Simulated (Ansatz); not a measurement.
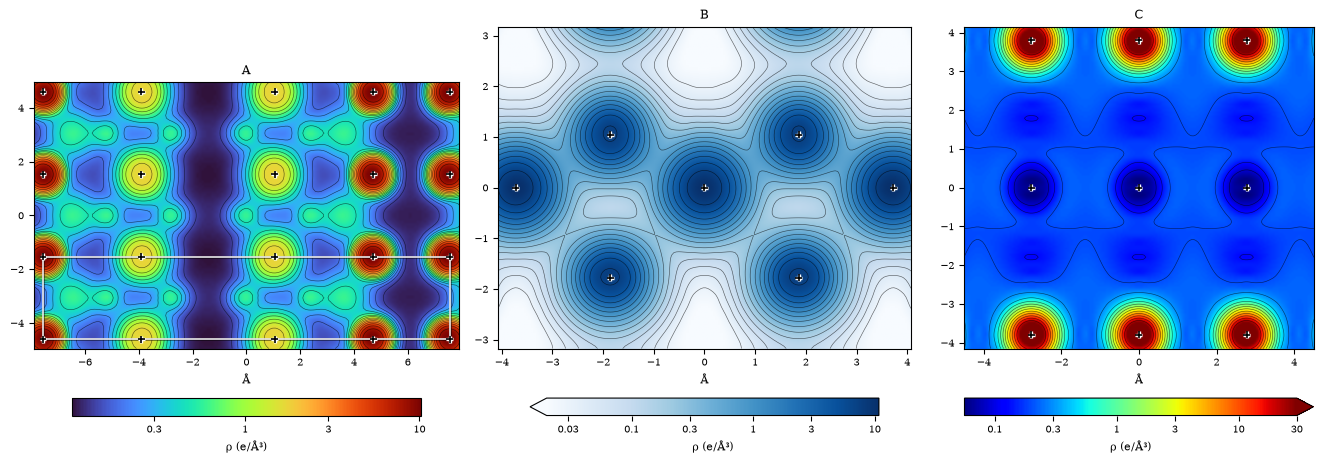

The valence pseudo-density of 3 systems, each on a plane through atoms (crosses mark nuclei in the plane).

These are results of DFT r2SCAN, scalar-relativistic, plane waves, PAW (Ansatz), not measurements.

System 1: Ti3C2, the (11̄0) plane of the conventional cell. Space group P6₃/mmc; a structure from a database of computed crystals, not necessarily the ambient phase; computed without spin polarisation.

```
CELL_PARAMETERS angstrom
3.06405 0.00000 0.00000
-1.53202 2.65354 0.00000
0.00000 0.00000 15.11852
ATOMIC_POSITIONS crystal
Ti 0.33333 0.66667 0.84420
Ti 0.66667 0.33333 0.34420
Ti 0.66667 0.33333 0.15580
Ti 0.33333 0.66667 0.65580
Ti 0.00000 0.00000 0.00000
Ti 0.00000 0.00000 0.50000
C 0.66667 0.33333 0.91416
C 0.33333 0.66667 0.41416
C 0.66667 0.33333 0.58584
C 0.33333 0.66667 0.08584
```

System 2: PbO2, the (010) plane of the conventional cell. Space group P4₂/nmc.

```xyz
6
Lattice="3.7238 0.0000 0.0000 0.0000 3.7238 0.0000 0.0000 0.0000 5.6462" Properties=species:S:1:pos:R:3 pbc="T T T"
Pb    0.0000    0.0000    0.0000
Pb    1.8619    1.8619    2.8231
O     0.0000    1.8619    1.7789
O     0.0000    1.8619    4.6020
O     1.8619    0.0000    3.8672
O     1.8619    0.0000    1.0441
```

System 3: Al3Cu, the (100) plane of the conventional cell. Space group P4/mmm; a structure from a database of computed crystals, not necessarily the ambient phase; computed without spin polarisation.

```yaml
crystal:
  lattice:
    - [2.77378, 0.00000, 0.00000]
    - [0.00000, 2.77378, 0.00000]
    - [0.00000, 0.00000, 7.59186]
  atoms:
    - { symbol: Al, position: [0.00000, 0.00000, 0.50000] }
    - { symbol: Al, position: [0.50000, 0.50000, 0.22264] }
    - { symbol: Al, position: [0.50000, 0.50000, 0.77736] }
    - { symbol: Cu, position: [0.00000, 0.00000, 0.00000] }
```

Q: Which map belongs to which system?

A: Panel A is system 1, Ti3C2: the plane holds Ti and C. Ti–Ti (2.85 Å): ρ at the midpoint is about 0.12 e/Å³. Panel B is system 2, PbO2: the plane holds Pb and O. Pb–O (2.13 Å): ρ at the midpoint is about 0.67 e/Å³. Panel C is system 3, Al3Cu: the plane holds Al and Cu. Al–Al (2.77 Å): ρ is about 0.22 e/Å³ halfway.
